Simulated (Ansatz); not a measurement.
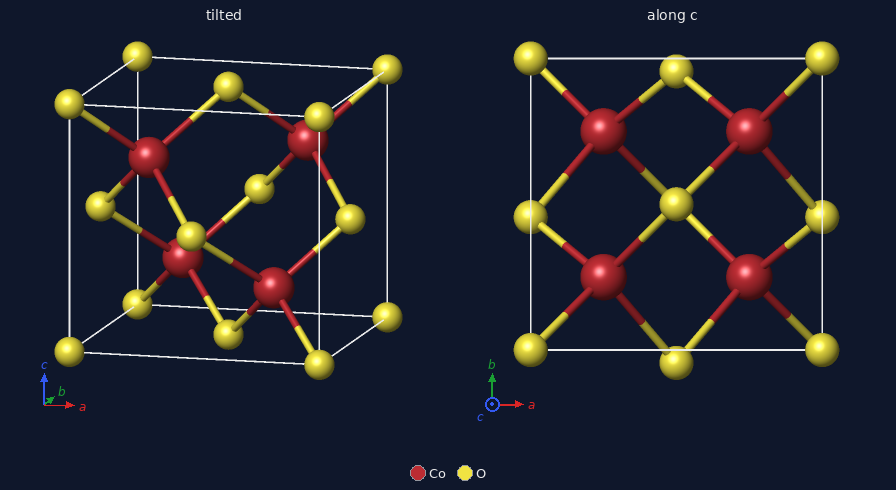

Crystal structure, ball-and-stick style, seen slightly off an axis and along the c axis. The conventional unit cell is drawn as a box. Cell: a = 4.53 Å, b = 4.53 Å, c = 4.42 Å, α = 90.00°, β = 90.00°, γ = 90.00°.

The cell started as a structure type filled with these elements by a generator (whether the compound takes this form wasn't checked). The cell was then strained or its atoms displaced on purpose. It was run through Ansatz as a DFT input.

Question: State composition, symmetry and coordination.

Answer: The formula is CoO. Space group C2 (No. 5), lattice base-centred monoclinic. Counting shared atoms by their share gives 4 Co, 4 O, or 8 atoms. Co is linked to four O in a distorted tetrahedral arrangement at about 1.8 to 2.1 Å. Each O atom is coordinated by four Co in a distorted tetrahedral arrangement at about 1.8 to 2.1 Å. The bonds build a three-dimensional framework.

Level of theory and settings: Ansatz, DFT PBE, scalar-relativistic, plane waves, PAW, a 420 eV plane-wave basis, k-points about 0.33 Å⁻¹ apart, Gaussian smearing of 0.05 eV, collinear spins.

Question: Which atoms carry magnetic moments in this run, and how do they order?

Answer: The state reached is antiferromagnetic. Sizes: Co 2.0 μB; net moment 0.0 μB in the run's cell of 4 atoms.

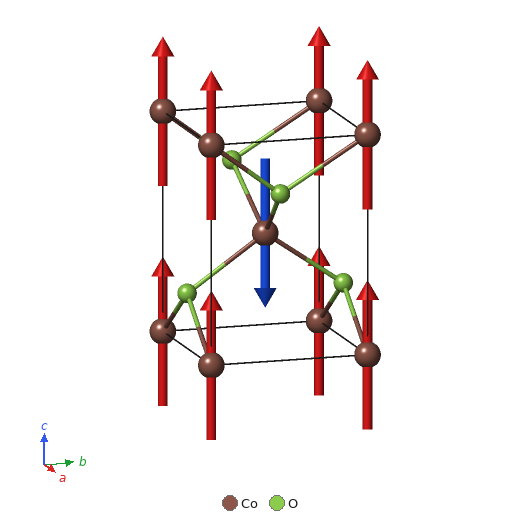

Site moments above 0.25 μB as arrows, small induced ones on non-metal atoms left out (red along the largest or up, blue against, purple across). The run's cell of 4 atoms is drawn in a reduced setting, so axes and origin can differ from the first picture.

Question: What does the calculation say: metal or gapped?

Answer: A metal: bands cross the Fermi level.

Question: Can this geometry be taken as optimised?

Answer: No. The largest force is 1.73 eV/Å, on O. The pressure is 1.7 GPa, so the cell would expand. The stress isn't hydrostatic: its largest component is 4.5 GPa.

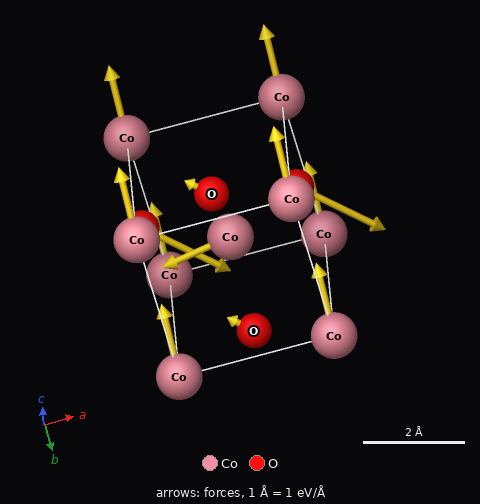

The forces as arrows. The run's cell of 4 atoms is drawn in a reduced setting, so axes and origin can differ from the first picture.
